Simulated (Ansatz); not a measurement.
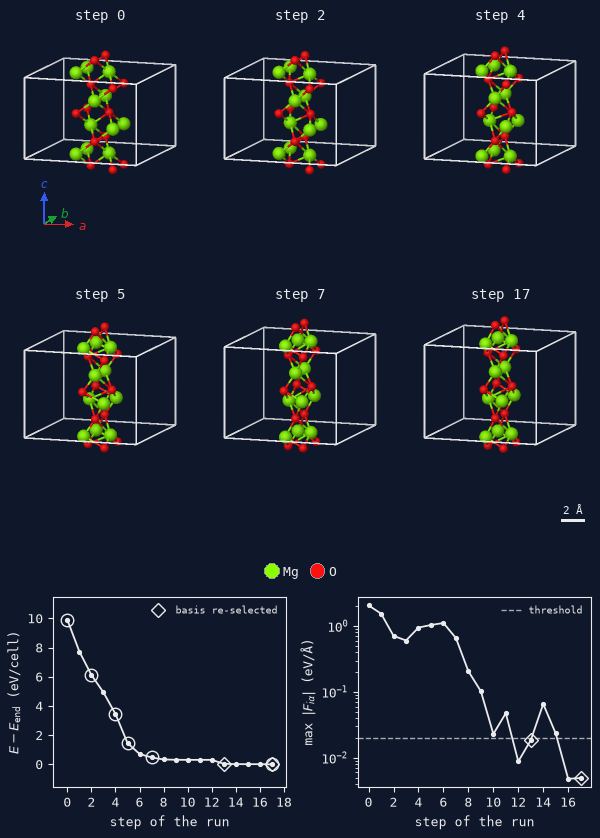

Frames of a relaxation of a wire of composition MgO, marked on the history of the run. Style: ball-and-stick. Shown: the cell of the calculation, with the vacuum cut short, slightly off an axis.

Case: wire along [1 1 1], 16 atoms a period.

Computed with DFT PBEsol, scalar-relativistic, plane waves, PAW (Ansatz).

The input:
```yaml
crystal:
  lattice:
    - [12.4, 0.0, 0.0]
    - [0.0, 12.3, 0.0]
    - [0.0, 0.0, 7.2993106077]
  atoms:
    - { symbol: Mg, position: [0.5693735488, 0.5, 0.0] }
    - { symbol: O, position: [0.4306264512, 0.5, 0.8333333333] }
    - { symbol: Mg, position: [0.4306264512, 0.5, 0.3333333333] }
    - { symbol: O, position: [0.5693735488, 0.5, 0.5] }
    - { symbol: Mg, position: [0.3612529025, 0.3788645904, 0.0] }
    - { symbol: Mg, position: [0.6387470975, 0.3788645904, 0.3333333333] }
    - { symbol: Mg, position: [0.5, 0.6211354096, 0.6666666667] }
    - { symbol: O, position: [0.5, 0.3788645904, 0.1666666667] }
    - { symbol: O, position: [0.3612529025, 0.6211354096, 0.5] }
    - { symbol: O, position: [0.6387470975, 0.6211354096, 0.8333333333] }
    - { symbol: Mg, position: [0.3612529025, 0.6211354096, 0.0] }
    - { symbol: Mg, position: [0.6387470975, 0.6211354096, 0.3333333333] }
    - { symbol: Mg, position: [0.5, 0.3788645904, 0.6666666667] }
    - { symbol: O, position: [0.5, 0.6211354096, 0.1666666667] }
    - { symbol: O, position: [0.3612529025, 0.3788645904, 0.5] }
    - { symbol: O, position: [0.6387470975, 0.3788645904, 0.8333333333] }
basis:
  ecutwfc: 420
kpoints:
  mp_grid: { grid: [1, 1, 5] }
hamiltonian:
  xc: pbesol
scf:
  occupations: { method: gaussian, width: 0.05 }
output:
  forces: true
  stress: true
  eigenvalues: true
  populations: true
  write_density: true
  write_potential: true
  elf: true
  volumetric_format: npy
relax:
  adjacent_minimum: "off"
  f_tol: 0.02
  max_steps: 45
  cell: { fix: [a, b, alpha, beta, gamma], stress_tol: 0.03 }
```

Launched with:
```bash
ansatz run input.yaml --threads 4 --pin off --max-ram 11264MiB --backend cpu --events-out ev --progress --plain --runs-dir out
```

### What happens along the run?

Over 15 accepted moves (17 points after the start) the energy falls by 9.903 eV per cell of the calculation. Largest force component: 2.1 eV/Å at the start, 0.0049 eV/Å at the end. The SCF was repeated twice at an unchanged geometry on a basis and grid sized afresh for the cell, which shifted the energy by 0.269 eV per cell of the calculation at most. The largest moves relative to the centre of the atoms, 1.01 Å, are those of Mg5, Mg6, Mg11 and Mg12. Largest moves by element: Mg 1.01 Å, O 0.85 Å. Along the periodic axis the drawn cell goes c 7.299 → 8.357 Å (+14.5 %). Near-neighbour distances that change, for instance: Mg5–O16 3.650 → 1.927 Å, Mg1–Mg11 2.980 → 2.476 Å, Mg7–Mg13 2.980 → 2.516 Å, Mg1–O2 2.107 → 2.519 Å. New bonds form, among them: Mg5–O16 (3.65 → 1.93 Å), Mg6–O15 (3.65 → 1.93 Å), O10–Mg11 (3.65 → 1.93 Å), O9–Mg12 (3.65 → 1.93 Å). Bond angles that change, for instance: Mg5–O2–Mg7 180.0° → 135.6°, O8–Mg3–O9 180.0° → 142.1°, Mg1–O8–Mg6 90.0° → 121.8°. From step 0 to 2: Mg and O atoms move most (0.30 Å), energy −3.778 eV per cell of the calculation. From step 2 to 4: Mg atoms move most (0.40 Å), energy −2.675 eV per cell of the calculation. From step 4 to 5: Mg atoms move most (0.20 Å), energy −1.990 eV per cell of the calculation. From step 5 to 7: Mg atoms move most (0.25 Å), energy −0.990 eV per cell of the calculation. From step 7 to 17: Mg atoms move most (0.14 Å), energy −0.470 eV per cell of the calculation.
